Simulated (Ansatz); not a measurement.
Input structure:

```yaml
crystal:
  lattice:
    - [2.98631, 0.00000, 0.00000]
    - [-1.49315, 2.58622, 0.00000]
    - [0.00000, 0.00000, 9.58761]
  atoms:
    - { symbol: Al, position: [0.00000, 0.00000, 0.00000] }
    - { symbol: Al, position: [0.33333, 0.66667, 0.25000] }
    - { symbol: Al, position: [0.00000, 0.00000, 0.50000] }
    - { symbol: Al, position: [0.66667, 0.33333, 0.75000] }
```

Q: Interpret the file: composition, symmetry and coordination.

A: The element is aluminium. Space group P6_3/mmc (No. 194), lattice primitive hexagonal. Its structure type: double hexagonal close-packed (α-La type). The cell holds four atoms. Al is coordinated by twelve Al at 2.95 to 2.99 Å. The bonds build a three-dimensional framework.

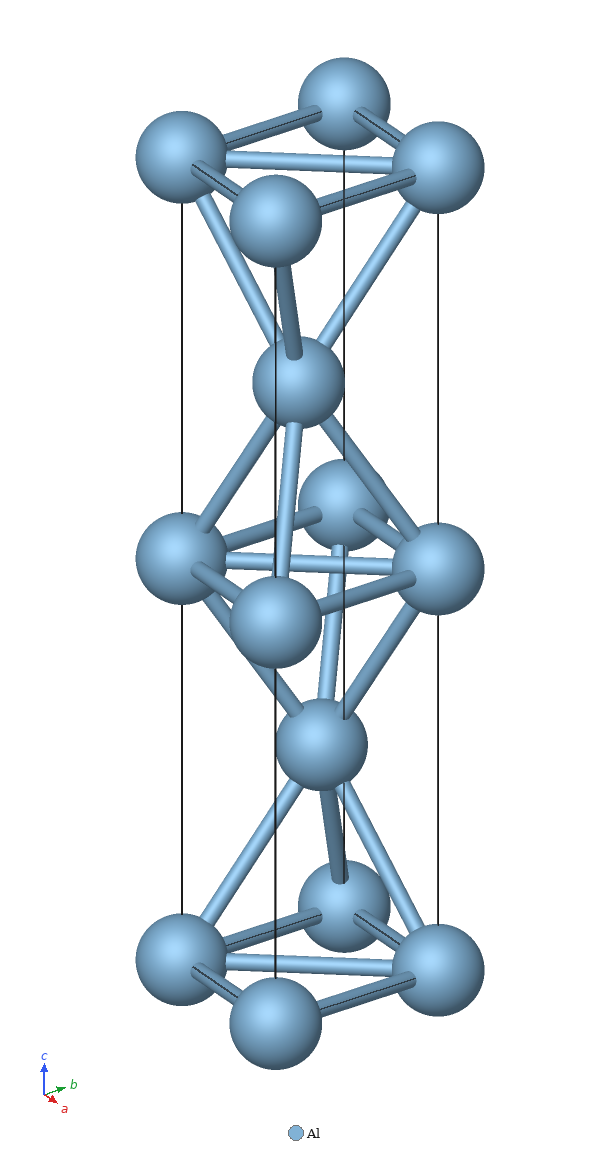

Structure drawing (ball-and-stick), viewed slightly off an axis. The conventional unit cell is drawn as a box. Colours: aluminium light blue.

Origin of the cell: a structure listed in the Materials Project, with elements exchanged, so it need not be a known form of the compound. The cell was then strained or its atoms displaced on purpose. It went into a calculation with Ansatz.

At this level of theory the cell isn't at rest (stretched, at -7 GPa), so its distances can differ from those at equilibrium, the more so the softer the solid.
